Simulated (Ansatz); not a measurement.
Input of the run:

```
crystal:
  lattice:
    - [0.0, 3.4948502666, 3.4948502666]
    - [3.4948502666, 0.0, 3.4948502666]
    - [3.4948502666, 3.4948502666, 0.0]
  atoms:
    - { symbol: Gd, position: [0.0, 0.0, 0.0], spin: 7.0 }
    - { symbol: Gd, position: [0.25, 0.25, 0.25], spin: 7.0 }
magnetization:
  spin_polarized: true
kpoints:
  mp_grid: { grid: [9, 9, 9] }
  band_path:
    path:
      - [0.0, 0.0, 0.0]
      - [0.5, 0.0, 0.5]
      - [0.625, 0.25, 0.625]
      - [0.375, 0.375, 0.75]
      - [0.0, 0.0, 0.0]
      - [0.5, 0.5, 0.5]
      - [0.5, 0.25, 0.75]
      - [0.5, 0.0, 0.5]
    npoints: 8
scf:
  occupations: { method: fermi_dirac, width: 0.03 }
hamiltonian:
  xc: pbe
  pseudopotentials: { kind: all_electron, datasets: crystal }
output:
  forces: true
  stress: true
  eigenvalues: true
  efg: { contact_densities: true }
```

What does the calculation give for the electronic structure? The path is Γ–X–U–K–Γ–L–W–X.

A metal: bands cross the Fermi level along this path. At L the nearest levels lie 0.46 eV below and 0.16 eV above the Fermi level. 12 bands within 1.5 eV of the Fermi level are narrower than 0.3 eV along the path; they lie between 0.2 and 0.9 eV and signal localised states.

Spin-orbit coupling is left out, which matters for Gd.

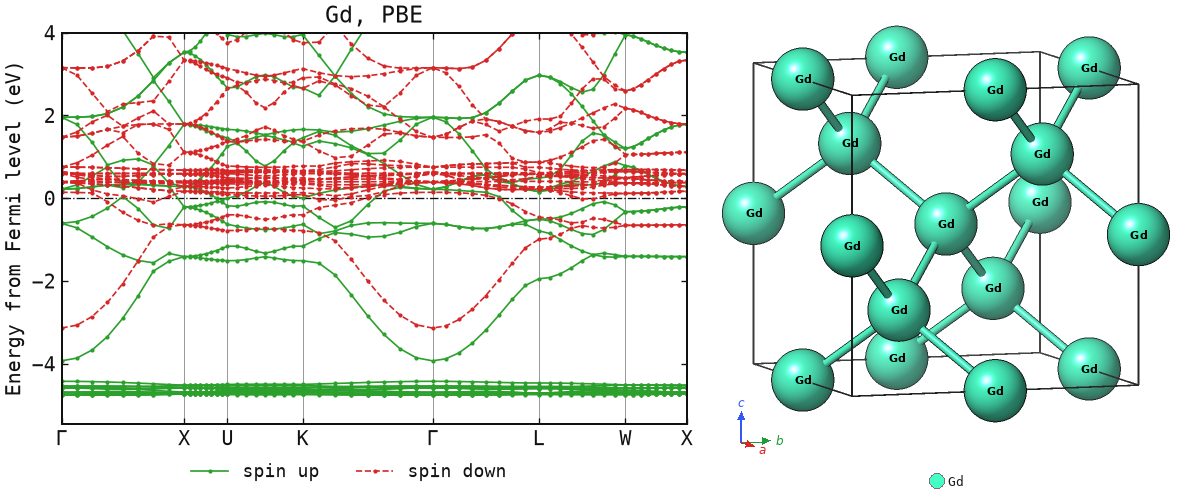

Band structure, beside the structure. Energies are counted from the Fermi level. The path runs straight from each named point to the next.
